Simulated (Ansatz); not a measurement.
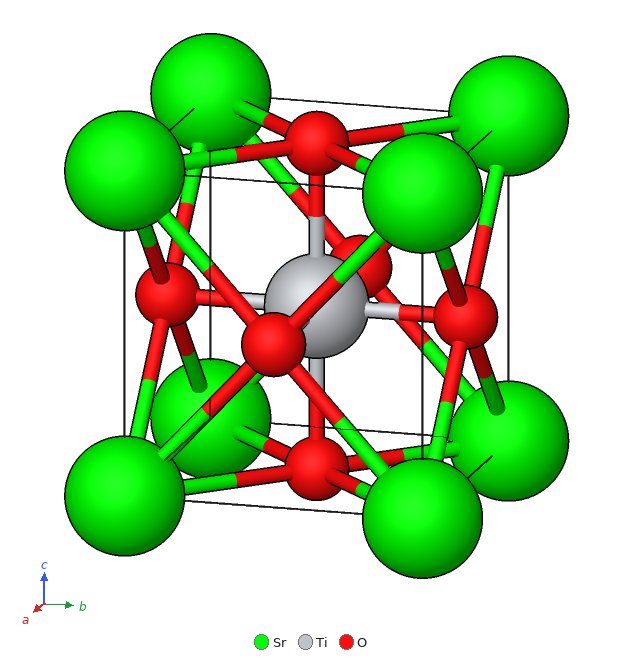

We look at a ball-and-stick model of the crystal slightly off an axis. The edges of the conventional unit cell are marked.

SrTiO₃, space group P4/mmm (No. 123), a = 3.719 Å, b = 3.719 Å, c = 4.039 Å, α = 90.00°, β = 90.00°, γ = 90.00°. It goes back to a structure listed in the Materials Project. The cell was then strained or its atoms displaced on purpose. It was run through Ansatz as a DFT input.

This one geometry was computed with Ansatz (DFT, plane waves, PAW) at three levels of theory: HSE06, r2SCAN and PBE. It was relaxed with r2SCAN and then strained.

Which level gives the highest pressure at this volume, and what does that say about its equilibrium volume?

Highest: PBE (20.4 GPa), which points to the largest equilibrium volume. Lowest, with the smallest volume: HSE06 (14.6 GPa). Levels within 0.5 GPa of each other can't be told apart.

How does the band gap change with the level of theory?

PBE: a gap of 1.82 eV, indirect; r2SCAN: a gap of 2.22 eV, indirect; HSE06: a gap of 3.32 eV, indirect.

Collect the results in a table.

| level | cutoff (eV) | k-mesh of the run's cell | gap (eV) | pressure (GPa) |
| --- | --- | --- | --- | --- |
| HSE06 | 420 | 4×4×4 | 3.32 | 14.6 |
| r2SCAN | 500 | 6×6×6 | 2.22 | 16.6 |
| PBE | 420 | 6×6×6 | 1.82 | 20.4 |

Gaps are taken on the k-mesh or band path of each run.
